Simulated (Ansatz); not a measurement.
Ba15TiO16 (cell with a defect)

```xyz
32
Lattice="-5.5740 5.5740 5.5740 5.5740 -5.5740 5.5740 5.5740 5.5740 -5.5740" Properties=species:S:1:pos:R:3 pbc="T T T"
Ti    0.0000    5.5740    0.0000
Ba    0.0000    2.8493    2.7247
Ba    0.0000    0.0000    5.5740
Ba    2.8493    2.7247    5.5740
Ba    5.5740    2.7247    2.8493
Ba   -2.7247    5.5740    2.7247
Ba    2.7247    8.2987    0.0000
Ba    5.5740    0.0000    0.0000
Ba    2.7247    5.5740    2.7247
Ba    5.5740   -2.7247    2.8493
Ba    0.0000    0.0000    0.0000
Ba    2.7247    2.8493    0.0000
Ba    0.0000    8.2987    2.7247
Ba    2.8493    0.0000    2.8493
Ba    2.8493   -2.7247    5.5740
Ba    2.7247    5.5740   -2.7247
O     3.4437    0.0000    5.5740
O    -2.7870    2.7870    2.7870
O     2.1303    5.5740    0.0000
O     0.0000    2.7870    5.5740
O     2.7870    2.7870    2.7870
O     0.0000    0.0000    8.3610
O     0.0000    7.7043    0.0000
O     2.7870    0.0000    0.0000
O     0.0000    5.5740    2.1303
O     2.7870   -2.7870    2.7870
O     8.3610    0.0000    0.0000
O     0.0000    3.4437    0.0000
O     2.7870    2.7870   -2.7870
O     0.0000    0.0000    2.7870
O     5.5740    2.7870    0.0000
O     5.5740    0.0000    3.4437
```

Spin-polarised.

Computed with DFT PBE, scalar-relativistic, plane waves, PAW (Ansatz).

**What will maps of the valence pseudo-density and electron localisation function show?**

Ti–O (2.13 Å): the density is about 0.48 e/Å³ at the midpoint; the ELF peaks at about 0.80 in the valence shell of O, 0.6 Å from its nucleus, and is about 0.20 at the midpoint (no shared electron pair shows on this line).
Ba–O (2.79 Å): ρ is about 0.22 e/Å³ halfway; the ELF is about 0.15 at the midpoint; no shared electron pair shows on this line.

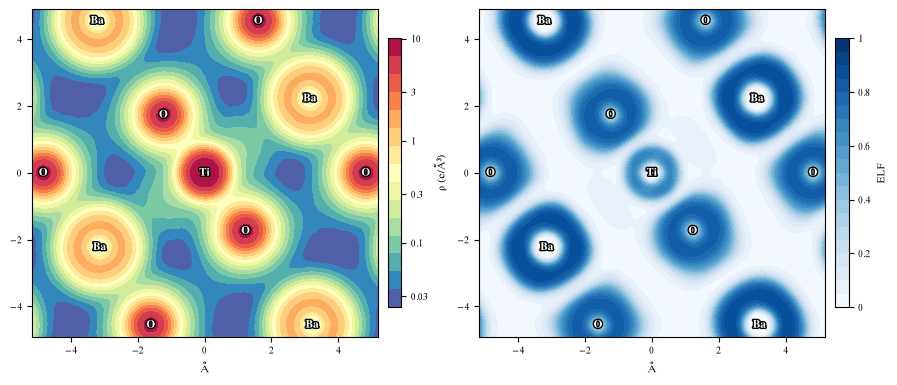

Computed valence pseudo-density and electron localisation function on the (11̄0) plane of the calculation cell, in this order. 

The density is the valence pseudo-density of a PAW calculation; it isn't the true density close to the nuclei.
